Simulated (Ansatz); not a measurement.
**Run report: Cu, geometry relaxation (part 2 of 3)**

Continued. System: Cu (slab, 16 atoms in the cell). Method: DFT PBE+D3(BJ), scalar-relativistic, plane waves, PAW, no spin polarisation (Ansatz 0.2.0); cutoff 420 eV, 6×6×1 k-mesh, Gaussian smearing of 0.1 eV. The structure derives from an entry of the Crystallography Open Database. The input holds or restrains some coordinates. Forces given for the steps count only the free coordinates. It belongs to a series of runs on one base structure; here: clean slab, lower half held.

Geometry of the input (Å; fractional positions):
```
5.0394  0.0000  0.0000
-2.5197  4.3642  0.0000
0.0000  0.0000  23.1719
Cu 0.3333  0.1667  0.3668
Cu 0.3333  0.6667  0.3668
Cu 0.8333  0.1667  0.3668
Cu 0.8333  0.6667  0.3668
Cu 0.6667  0.3333  0.4556
Cu 0.6667  0.8333  0.4556
Cu 0.1667  0.3333  0.4556
Cu 0.1667  0.8333  0.4556
Cu -0.0000  0.5000  0.5444
Cu 0.0000  0.0000  0.5444
Cu 0.5000  0.5000  0.5444
Cu 0.5000  0.0000  0.5444
Cu 0.3333  0.6667  0.6332
Cu 0.3333  0.1667  0.6332
Cu 0.8333  0.6667  0.6332
Cu 0.8333  0.1667  0.6332
```

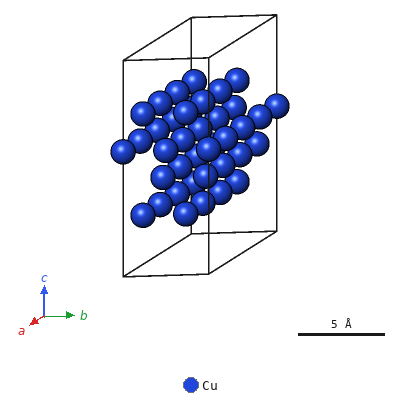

Figure 1. The geometry at step 2 of the log (spheres-only view of the 2 × 1 repeat of the cell, with the vacuum cut short, seen slightly off an axis).

### Output, continued
```
  k-point 0: bands = ["-109.4056", "-109.3963", "-109.3917", "-109.3917", "-109.3917", "-109.3878", "-109.3878", "-109.3878", "-109.1447", "-109.1415", "-109.1335", "-109.1335", "-109.1335", "-109.1303", "-109.1303", "-109.1303", "-66.8229", "-66.8229", "-66.8229", "-66.8218", "-66.8179", "-66.8179", "-66.8179", "-66.7765", "-66.7765", "-66.7765", "-66.7597", "-66.7597", "-66.7597", "-66.7560", "-66.7475", "-66.7475", "-66.7475", "-66.7317", "-66.7317", "-66.7317", "-66.7203", "-66.7203", "-66.7100", "-66.7100",
      "-66.5962", "-66.5962", "-66.5962", "-66.5935", "-66.5935", "-66.5935", "-66.5254", "-66.5254", "-66.5254", "-66.5226", "-66.5226", "-66.5226", "-66.5012", "-66.5012", "-66.4984", "-66.4984", "-66.4515", "-66.4475", "-66.4417", "-66.4417", "-66.4417", "-66.4377", "-66.4377", "-66.4377", "-6.0108", "-4.6727", "-2.9742", "-2.1167", "-1.8180", "-1.8180", "-1.8180", "-1.6983", "-1.6983", "-1.6983", "-1.2678", "-1.2678", "-1.2678", "-1.1977", "-1.1977", "-1.1977",
      "-1.1344", "-1.1344", "-1.1344", "-0.7376", "-0.7376", "-0.7376", "-0.1253", "-0.1253", "-0.1253", "0.0588", "0.0663", "0.0663", "0.0663", "0.0988", "0.1776", "0.1776", "0.2307", "0.2307", "0.2820", "0.2820", "0.2820", "0.3988", "0.4450", "0.4450", "0.4497", "0.4497", "0.4497", "0.4946", "0.4946", "0.7963", "0.7963", "0.7963", "0.7989", "0.7989", "0.7989", "1.0490", "1.0490", "1.2012", "1.2012", "1.3302",
      "1.3302", "1.3302", "1.3914", "1.3914", "1.3914", "1.5046", "1.5046", "1.5996", "1.5996", "1.5996", "1.6102", "1.6102", "1.6102", "1.6535", "1.6535", "1.6661", "1.6661", "1.6661", "1.7386", "1.7386", "1.7386", "1.8943", "1.8943", "1.8943", "1.9018", "1.9018", "1.9018", "1.9601", "2.9148", "2.9682", "2.9682", "2.9682", "4.0347", "4.0347", "4.0347", "4.6238", "4.6238", "4.6238", "4.7962", "4.7962",
      "4.7962", "7.5255", "7.7120", "7.7653", "7.7653", "7.7653", "8.6053", "8.6053", "8.6053", "8.7188", "9.0970", "9.5531", "9.5531", "9.5531", "10.7957", "10.7957", "10.7957", "10.8067", "10.9956", "12.3978", "12.3978", "12.3978", "13.0220"]
  k-point 1: bands = ["-109.4047", "-109.3957", "-109.3927", "-109.3917", "-109.3917", "-109.3882", "-109.3878", "-109.3878", "-109.1439", "-109.1408", "-109.1343", "-109.1335", "-109.1335", "-109.1311", "-109.1303", "-109.1303", "-66.8201", "-66.8195", "-66.8195", "-66.8169", "-66.8149", "-66.8149", "-66.8133", "-66.7779", "-66.7763", "-66.7763", "-66.7611", "-66.7611", "-66.7576", "-66.7569", "-66.7492", "-66.7492", "-66.7457", "-66.7353", "-66.7353", "-66.7303", "-66.7260", "-66.7222", "-66.7164", "-66.7114",
      "-66.5927", "-66.5927", "-66.5900", "-66.5900", "-66.5899", "-66.5872", "-66.5289", "-66.5289", "-66.5262", "-66.5262", "-66.5238", "-66.5210", "-66.5076", "-66.5049", "-66.5028", "-66.5001", "-66.4508", "-66.4468", "-66.4424", "-66.4417", "-66.4417", "-66.4384", "-66.4377", "-66.4377", "-5.7820", "-4.4539", "-2.7727", "-2.0463", "-1.9550", "-1.7618", "-1.7618", "-1.7529", "-1.6234", "-1.6234", "-1.3385", "-1.2056", "-1.2056", "-1.1802", "-1.1515", "-1.1515",
      "-0.9986", "-0.9986", "-0.9984", "-0.6833", "-0.6833", "-0.6765", "-0.1717", "-0.1717", "-0.1213", "-0.0302", "-0.0029", "0.1037", "0.1100", "0.1100", "0.1153", "0.2353", "0.2353", "0.2605", "0.2695", "0.2922", "0.3096", "0.3159", "0.3230", "0.3737", "0.3737", "0.3852", "0.4977", "0.5157", "0.5702", "0.5702", "0.5717", "0.6990", "0.8088", "0.8732", "0.8732", "1.0010", "1.0111", "1.1635", "1.2073", "1.2129",
      "1.2129", "1.2565", "1.2683", "1.2755", "1.2755", "1.3156", "1.3774", "1.3774", "1.4647", "1.5015", "1.5192", "1.5292", "1.5292", "1.5595", "1.5801", "1.5961", "1.5961", "1.6284", "1.6284", "1.6567", "1.6834", "1.7265", "1.7265", "1.7942", "1.7972", "1.7972", "1.8143", "1.9701", "2.4283", "2.6060", "3.0753", "3.0753", "3.5027", "3.7821", "3.7821", "4.0060", "4.8279", "4.8279", "5.7463", "5.7463",
      "6.0617", "7.7105", "7.9328", "7.9553", "7.9553", "8.2350", "8.8998", "8.8998", "8.9370", "9.0318", "9.2798", "9.6273", "9.6273", "9.7921", "11.0098", "11.0740", "11.2033", "11.2272", "11.2272", "12.1732", "12.1732", "12.5603", "13.1045"]
  k-point 2: bands = ["-109.4023", "-109.3954", "-109.3940", "-109.3917", "-109.3917", "-109.3897", "-109.3877", "-109.3877", "-109.1419", "-109.1387", "-109.1363", "-109.1335", "-109.1335", "-109.1331", "-109.1303", "-109.1303", "-66.8154", "-66.8115", "-66.8115", "-66.8078", "-66.8074", "-66.8074", "-66.7990", "-66.7775", "-66.7775", "-66.7744", "-66.7638", "-66.7638", "-66.7618", "-66.7535", "-66.7522", "-66.7522", "-66.7438", "-66.7438", "-66.7408", "-66.7394", "-66.7336", "-66.7272", "-66.7262", "-66.7153",
      "-66.5843", "-66.5843", "-66.5816", "-66.5816", "-66.5727", "-66.5699", "-66.5375", "-66.5375", "-66.5347", "-66.5347", "-66.5252", "-66.5224", "-66.5194", "-66.5166", "-66.5073", "-66.5045", "-66.4489", "-66.4450", "-66.4441", "-66.4417", "-66.4417", "-66.4401", "-66.4377", "-66.4377", "-5.1148", "-3.8279", "-2.8998", "-2.2257", "-2.1058", "-1.6248", "-1.6248", "-1.5319", "-1.4211", "-1.4211", "-1.3823", "-1.0843", "-1.0843", "-1.0499", "-0.9750", "-0.9750",
      "-0.8157", "-0.7125", "-0.7125", "-0.5296", "-0.5296", "-0.5101", "-0.3102", "-0.3082", "-0.3082", "-0.1635", "-0.1370", "-0.0867", "-0.0143", "-0.0143", "0.0297", "0.0969", "0.0969", "0.2137", "0.2454", "0.2621", "0.2806", "0.3210", "0.3210", "0.3821", "0.4239", "0.4505", "0.4505", "0.4828", "0.4898", "0.5129", "0.6767", "0.6767", "0.6892", "0.7621", "0.7621", "0.7750", "0.7821", "0.7950", "0.8292", "0.8945",
      "0.8945", "0.9130", "0.9700", "0.9991", "1.1271", "1.1747", "1.1875", "1.1875", "1.2111", "1.2767", "1.2767", "1.3004", "1.3405", "1.3405", "1.3578", "1.4559", "1.4708", "1.4925", "1.5191", "1.5508", "1.5637", "1.5637", "1.6646", "1.6808", "1.6808", "1.6962", "1.7339", "1.7692", "1.7692", "2.8706", "3.1508", "3.1508", "3.1949", "3.7666", "3.7666", "4.6745", "5.1551", "5.1551", "5.2751", "7.0629",
      "7.0629", "7.8133", "8.2627", "8.5948", "8.6154", "8.6154", "9.5237", "9.5237", "9.5912", "9.8423", "10.1879", "10.4289", "10.4289", "10.8616", "11.3019", "11.6074", "11.6074", "11.6263", "11.8260", "11.9775", "12.2050", "12.5993", "12.6774"]
  k-point 6: bands = ["-109.3972", "-109.3972", "-109.3972", "-109.3907", "-109.3907", "-109.3907", "-109.3896", "-109.3870", "-109.1377", "-109.1377", "-109.1377", "-109.1345", "-109.1345", "-109.1345", "-109.1321", "-109.1289", "-66.8071", "-66.8071", "-66.8071", "-66.7982", "-66.7981", "-66.7937", "-66.7826", "-66.7826", "-66.7826", "-66.7743", "-66.7668", "-66.7668", "-66.7668", "-66.7601", "-66.7589", "-66.7501", "-66.7501", "-66.7501", "-66.7387", "-66.7387", "-66.7387", "-66.7292", "-66.7292", "-66.7292",
      "-66.5689", "-66.5679", "-66.5661", "-66.5652", "-66.5564", "-66.5564", "-66.5564", "-66.5537", "-66.5537", "-66.5537", "-66.5208", "-66.5208", "-66.5208", "-66.5181", "-66.5181", "-66.5181", "-66.4453", "-66.4453", "-66.4453", "-66.4413", "-66.4413", "-66.4413", "-66.4404", "-66.4364", "-3.5012", "-3.5012", "-3.5012", "-2.4369", "-2.4369", "-2.4369", "-1.3102", "-1.3102", "-1.3102", "-0.8723", "-0.8679", "-0.8528", "-0.8069", "-0.8069", "-0.8069", "-0.7291",
      "-0.7180", "-0.5836", "-0.5589", "-0.5589", "-0.5589", "-0.4405", "-0.4112", "-0.4112", "-0.4112", "-0.3309", "-0.3309", "-0.3309", "-0.0470", "-0.0470", "-0.0470", "-0.0238", "-0.0212", "0.0339", "0.0339", "0.0339", "0.0571", "0.0571", "0.0571", "0.2224", "0.2224", "0.2224", "0.3745", "0.3770", "0.4322", "0.4354", "0.5258", "0.5258", "0.5258", "0.5936", "0.5936", "0.5936", "0.8038", "0.8038", "0.8038", "0.8769",
      "0.8769", "0.8769", "0.8993", "1.0573", "1.0573", "1.0573", "1.0679", "1.0702", "1.2818", "1.2818", "1.2818", "1.3776", "1.3776", "1.3776", "1.4495", "1.4521", "1.4521", "1.4521", "1.5622", "1.5623", "1.5643", "1.5643", "1.5643", "1.5718", "1.5826", "1.5826", "1.5826", "1.6187", "1.6187", "1.6187", "2.5965", "2.5965", "2.5965", "4.7089", "4.7089", "4.7089", "6.7758", "6.9227", "6.9227", "6.9227",
      "7.0368", "7.0399", "7.8421", "7.8456", "8.6618", "9.7233", "9.7281", "9.7480", "9.7480", "9.7480", "10.3544", "10.3544", "10.3544", "11.0130", "11.3295", "11.3295", "11.3295", "11.4174", "11.4174", "11.4174", "11.8060", "13.2219", "13.2285"]
--- Relaxed structure (3 steps of the walk, 3 accepted, 0 SCFs on fresh bases) ---
  F+E_penalty+E_count = -106006.16483495 eV   max|allowed force component| = 4.989e-4 eV/Å
  atoms:
    - { symbol: Cu, position: [0.33333333333333337, 0.16666666666666663, 0.36682296620000004] }
    - { symbol: Cu, position: [0.33333333333333337, 0.6666666666666665, 0.36682296620000004] }
    - { symbol: Cu, position: [0.8333333333333334, 0.16666666666666666, 0.36682296620000004] }
    - { symbol: Cu, position: [0.8333333333333334, 0.6666666666666666, 0.36682296620000004] }
    - { symbol: Cu, position: [0.6666666666666665, 0.3333333333333333, 0.45560765540000003] }
    - { symbol: Cu, position: [0.6666666666666665, 0.8333333333333333, 0.45560765540000003] }
    - { symbol: Cu, position: [0.16666666666666663, 0.3333333333333333, 0.45560765540000003] }
    - { symbol: Cu, position: [0.16666666666666663, 0.8333333333333333, 0.45560765540000003] }
    - { symbol: Cu, position: [0.0, 0.49999999999999994, 0.5438695224586992] }
    - { symbol: Cu, position: [5.665918020986605e-18, 1.0459706012299737e-17, 0.5438695224586992] }
    - { symbol: Cu, position: [0.5, 0.5, 0.5438695224586992] }
    - { symbol: Cu, position: [0.49999999999999994, 1.0459706012881458e-17, 0.5438695224586992] }
    - { symbol: Cu, position: [0.33333333333333337, 0.6666666666666665, 0.6328934585695357] }
    - { symbol: Cu, position: [0.33333333333333337, 0.16666666666666663, 0.6328934585695357] }
    - { symbol: Cu, position: [0.8333333333333334, 0.6666666666666666, 0.6328934585695357] }
    - { symbol: Cu, position: [0.8333333333333334, 0.16666666666666666, 0.6328934585695357] }
```

### Trajectory as extended XYZ (Å, eV, eV/Å), 3 frames, from step=1 to step=3
```
16
Lattice="5.0394 0.0000 0.0000 -2.5197 4.3642 0.0000 0.0000 0.0000 23.1719" Properties=species:S:1:pos:R:3:forces:R:3 step=1 energy=-106006.16319
Cu    1.2598    0.7274    8.5000    0.0000   0.0000  -0.0237
Cu    0.0000    2.9095    8.5000    0.0000   0.0000  -0.0237
Cu    3.7795    0.7274    8.5000    0.0000   0.0000  -0.0237
Cu    2.5197    2.9095    8.5000    0.0000   0.0000  -0.0237
Cu    2.5197    1.4547   10.5573    0.0000   0.0000   0.0804
Cu    1.2598    3.6369   10.5573    0.0000   0.0000   0.0804
Cu    0.0000    1.4547   10.5573    0.0000   0.0000   0.0804
Cu   -1.2598    3.6369   10.5573    0.0000   0.0000   0.0804
Cu   -1.2598    2.1821   12.6146    0.0000   0.0000  -0.0804
Cu    0.0000    0.0000   12.6146    0.0000   0.0000  -0.0804
Cu    1.2598    2.1821   12.6146    0.0000   0.0000  -0.0804
Cu    2.5197    0.0000   12.6146    0.0000   0.0000  -0.0804
Cu    0.0000    2.9095   14.6719    0.0000   0.0000   0.0237
Cu    1.2598    0.7274   14.6719    0.0000   0.0000   0.0237
Cu    2.5197    2.9095   14.6719    0.0000   0.0000   0.0237
Cu    3.7795    0.7274   14.6719    0.0000   0.0000   0.0237
16
Lattice="5.0394 0.0000 0.0000 -2.5197 4.3642 0.0000 0.0000 0.0000 23.1719" Properties=species:S:1:pos:R:3:forces:R:3 step=2 energy=-106006.16426
Cu    1.2598    0.7274    8.5000    0.0000   0.0000  -0.0237
Cu    0.0000    2.9095    8.5000    0.0000   0.0000  -0.0237
Cu    3.7795    0.7274    8.5000    0.0000   0.0000  -0.0237
Cu    2.5197    2.9095    8.5000    0.0000   0.0000  -0.0237
Cu    2.5197    1.4547   10.5573    0.0000   0.0000   0.0574
Cu    1.2598    3.6369   10.5573    0.0000   0.0000   0.0574
Cu    0.0000    1.4547   10.5573    0.0000   0.0000   0.0574
Cu   -1.2598    3.6369   10.5573    0.0000   0.0000   0.0574
Cu   -1.2598    2.1821   12.6097    0.0000   0.0000  -0.0483
Cu    0.0000    0.0000   12.6097    0.0000   0.0000  -0.0483
Cu    1.2598    2.1821   12.6097    0.0000   0.0000  -0.0483
Cu    2.5197    0.0000   12.6097    0.0000   0.0000  -0.0483
Cu    0.0000    2.9095   14.6691    0.0000   0.0000   0.0146
Cu    1.2598    0.7274   14.6691    0.0000   0.0000   0.0146
Cu    2.5197    2.9095   14.6691    0.0000   0.0000   0.0146
Cu    3.7795    0.7274   14.6691    0.0000   0.0000   0.0146
16
Lattice="5.0394 0.0000 0.0000 -2.5197 4.3642 0.0000 0.0000 0.0000 23.1719" Properties=species:S:1:pos:R:3:forces:R:3 step=3 energy=-106006.16484
Cu    1.2598    0.7274    8.5000    0.0000   0.0000  -0.0241
Cu    0.0000    2.9095    8.5000    0.0000   0.0000  -0.0241
Cu    3.7795    0.7274    8.5000    0.0000   0.0000  -0.0241
Cu    2.5197    2.9095    8.5000    0.0000   0.0000  -0.0241
Cu    2.5197    1.4547   10.5573    0.0000   0.0000   0.0234
Cu    1.2598    3.6369   10.5573    0.0000   0.0000   0.0234
Cu    0.0000    1.4547   10.5573    0.0000   0.0000   0.0234
Cu   -1.2598    3.6369   10.5573    0.0000   0.0000   0.0234
Cu   -1.2598    2.1821   12.6025    0.0000   0.0000   0.0003
Cu    0.0000    0.0000   12.6025    0.0000   0.0000   0.0003
Cu    1.2598    2.1821   12.6025    0.0000   0.0000   0.0003
Cu    2.5197    0.0000   12.6025    0.0000   0.0000   0.0003
Cu    0.0000    2.9095   14.6654    0.0000   0.0000   0.0005
Cu    1.2598    0.7274   14.6654    0.0000   0.0000   0.0005
Cu    2.5197    2.9095   14.6654    0.0000   0.0000   0.0005
Cu    3.7795    0.7274   14.6654    0.0000   0.0000   0.0005
```

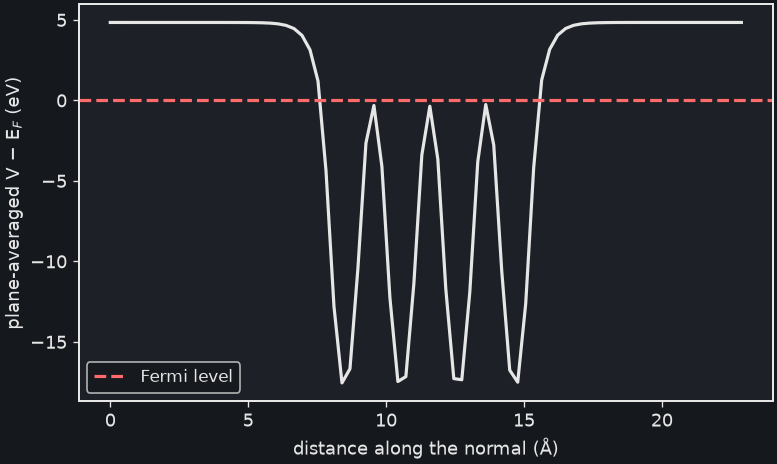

Figure 2. Plane average of the electrostatic potential energy of an electron across the cell, from the Fermi level. The vacuum level lies 4.84 eV above the Fermi level.

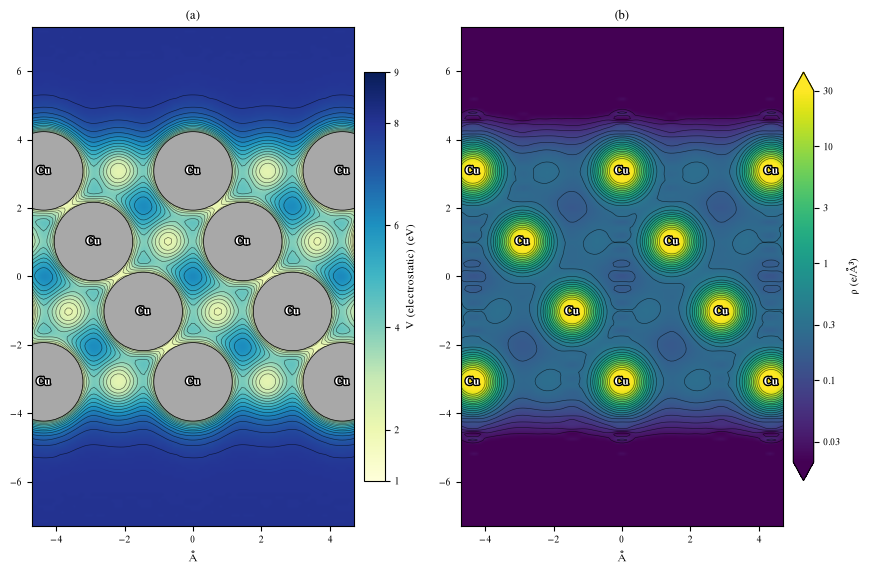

Figure 3. (a) electrostatic potential (local pseudopotential plus Hartree) felt by an electron; (b) valence electron density on the (110) plane of the calculation cell, a cut from vacuum to vacuum. Grey discs, where drawn, cover atomic cores. Cu–Cu (2.52 Å): ρ at the midpoint is about 0.29 e/Å³. The density dies away to nearly zero in the vacuum. In a PAW calculation such maps are meaningful between the atoms, not at the nuclei.
